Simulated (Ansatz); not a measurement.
```
Fe Co
1.0
    -3.53644    3.53644    0.00000
     0.00000    3.53644   -3.53644
    -3.53644    0.00000   -3.53644
Fe Co
2 6
Direct
  0.50000 0.50000 0.50000
  0.00000 0.00000 0.00000
  0.00000 0.50000 0.50000
  0.50000 0.00000 0.00000
  0.00000 0.00000 0.50000
  0.50000 0.50000 0.00000
  0.50000 0.00000 0.50000
  0.00000 0.50000 0.00000
```

Space group Pm-3m; a structure from a database of computed crystals, not necessarily the ambient phase; spin-polarised.

These are results of Ansatz 0.2.0, DFT r2SCAN, scalar-relativistic, plane waves, PAW, not measurements.

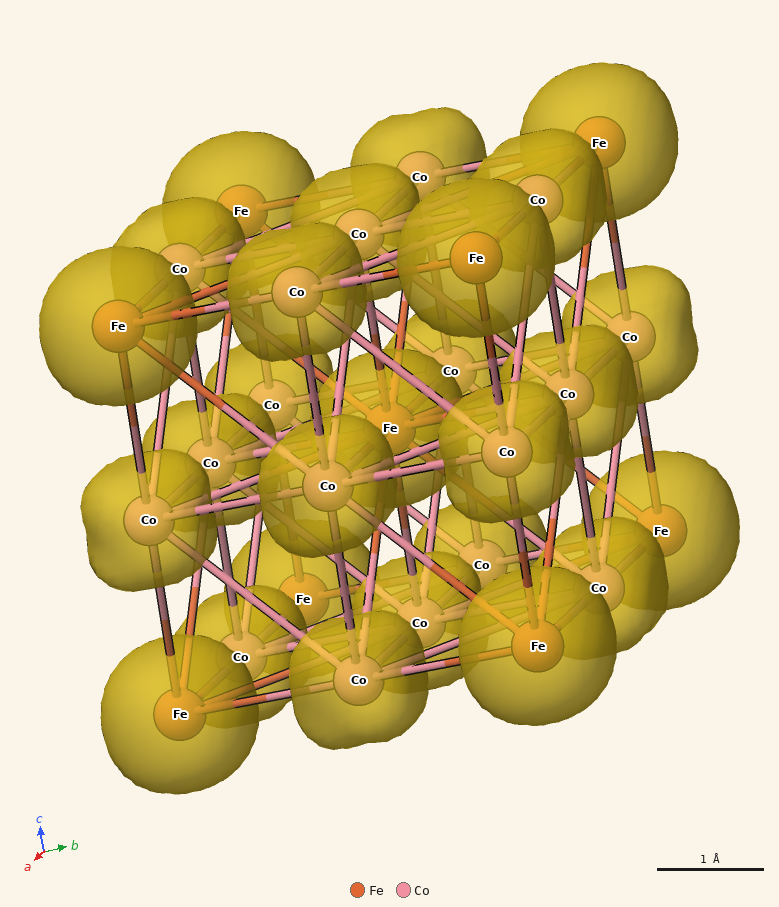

FeCo3. Isosurface of the spin density at +0.3 e/Å³ (yellow), seen slightly off an axis. Sticks mark near contacts.

Core electrons are frozen (PAW), and the valence fields are smoothed inside the atomic spheres.

**Which atoms carry the moments, and with what signs?**

The spin density sits on Fe: +2.9 μB (×2); Co: +1.9 μB (×6) in one cell of 8 atoms: parallel main moments (a ferromagnetic arrangement) in this solution. The cell of the calculation (8 atoms) carries 16.3 μB of net spin moment.
